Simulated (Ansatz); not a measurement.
System: GaN.

```cif
data_structure
_symmetry_space_group_name_H-M 'P 1'
_symmetry_Int_Tables_number 1
_cell_length_a 2.8626
_cell_length_b 2.8626
_cell_length_c 4.4060
_cell_angle_alpha 90.000
_cell_angle_beta 90.000
_cell_angle_gamma 90.000
_cell_volume 36.11
loop_
_atom_site_label
_atom_site_type_symbol
_atom_site_fract_x
_atom_site_fract_y
_atom_site_fract_z
_atom_site_occupancy
Ga1 Ga 0.00000 0.00000 0.00000 1
Ga2 Ga 0.50000 0.50000 0.50000 1
N1 N 0.50000 0.50000 0.00000 1
N2 N 0.00000 0.00000 0.50000 1
```

Space group I4/mmm; started from the rocksalt prototype, which need not be the ambient phase; changed on purpose from its base cell (epitaxial xy strain -4.0%); computed pressure about 21 GPa in this cell.

The calculation used Ansatz 0.2.0, DFT, PBE, plane waves, PAW.

### What will maps of the valence pseudo-density and electron localisation function show?

Ga–N (2.20 Å): ρ is about 0.44 e/Å³ halfway; the ELF peaks at about 0.80 in the valence shell of N, 0.7 Å from its nucleus, and is about 0.35 at the midpoint.

### Metal or insulator at this level of theory?

It is gapped, with a Kohn–Sham gap of 0.52 eV on the k-point mesh, an upper bound to the gap of this method.

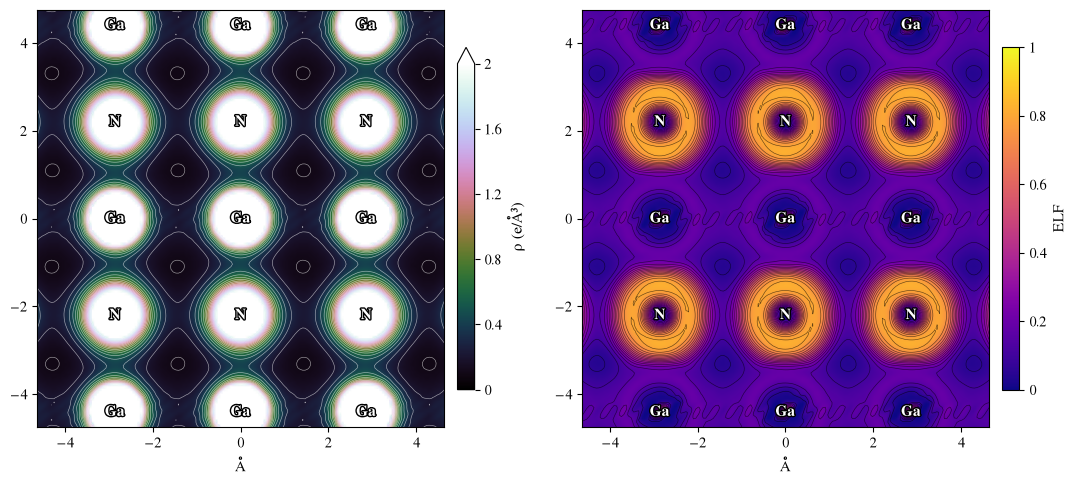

Computed valence pseudo-density and electron localisation function on the (100) plane of the conventional cell, in this order. 
